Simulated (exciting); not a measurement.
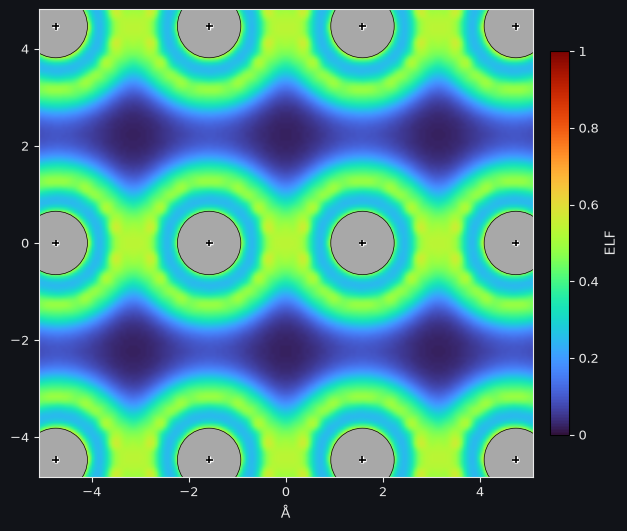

The ELF on a plane through atoms (crosses mark nuclei in the plane; grey discs cover the cores).

Computed with Kohn-Sham DFT of a periodic cell, LDA, all-electron LAPW+lo, shipped species files in exciting.

Candidates:
A. Sb, a = 3.16 Å, b = 3.16 Å, c = 3.16 Å, α = 90.00°, β = 90.00°, γ = 90.00°. Space group Pm-3m.
B. Ti, a = 4.06 Å, b = 4.06 Å, c = 4.06 Å, α = 90.00°, β = 90.00°, γ = 90.00°. Space group Fm-3m.

> Which system is this?

Candidate A: Sb on the (011) plane of the conventional cell, which holds Sb. Sb–Sb (3.16 Å): the ELF reaches about 0.55 near the midpoint; no localised pair shows between them.
